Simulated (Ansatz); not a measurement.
System: Ga₂Se.

Input file:

```
crystal:
  lattice:
    - [1.9129508426, 1.1044426839, 5.3582950483]
    - [-1.9129508426, 1.1044426839, 5.3582950483]
    - [0.0, -2.2088853678, 5.3582950483]
  atoms:
    - { symbol: Ga, position: [0.7714545355, 0.7714545355, 0.7714545355] }
    - { symbol: Ga, position: [0.2285454645, 0.2285454645, 0.2285454645] }
    - { symbol: Se, position: [0.0, 0.0, 0.0] }
basis:
  ecutwfc: 420
kpoints:
  mp_grid: { grid: [12, 12, 12] }
hamiltonian:
  xc: pbe
scf:
  occupations: { method: gaussian, width: 0.1 }
output:
  forces: true
  stress: true
  eigenvalues: true
  write_density: true
  write_potential: true
  elf: true
  volumetric_format: npy
relax:
  adjacent_minimum: "off"
  f_tol: 0.01
  max_steps: 80
  cell: { stress_tol: 0.05 }
```

Launched as:

```sh
ansatz run input.yaml --threads 1 --pin off --max-ram 2560MiB --backend cpu --events-out ev --progress --plain --runs-dir out
```

Below, planes, directions and counts refer to the conventional cell (a = 3.78 Å, b = 3.78 Å, c = 16.25 Å, α = 90.00°, β = 90.00°, γ = 120.00°).

The fields are those of the relaxed geometry.

Space group R-3m; started from the cadmium chloride_166 prototype, which need not be the ambient phase.

Level of theory: DFT PBE, scalar-relativistic, plane waves, PAW (Ansatz).

**Predict the valence pseudo-density and electron localisation function between the atoms.**

Ga–Se (2.77 Å): ρ is about 0.28 e/Å³ halfway; the ELF is about 0.50 at the midpoint and 0.25 at its lowest between the atoms.

**Does the calculation make it a metal, or give it a gap?**

It is metallic or semimetallic at this level of theory: no gap opens.

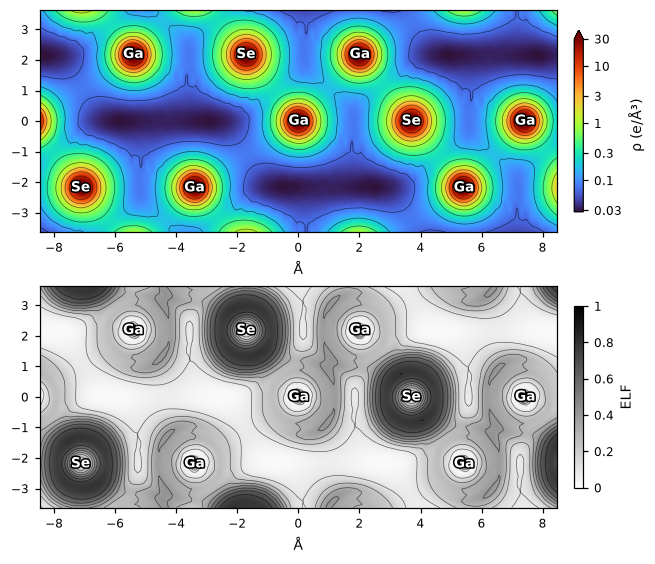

Computed valence pseudo-density and electron localisation function on the (110) plane of the conventional cell, in this order. 

The density is the valence pseudo-density of a PAW calculation; it isn't the true density close to the nuclei.
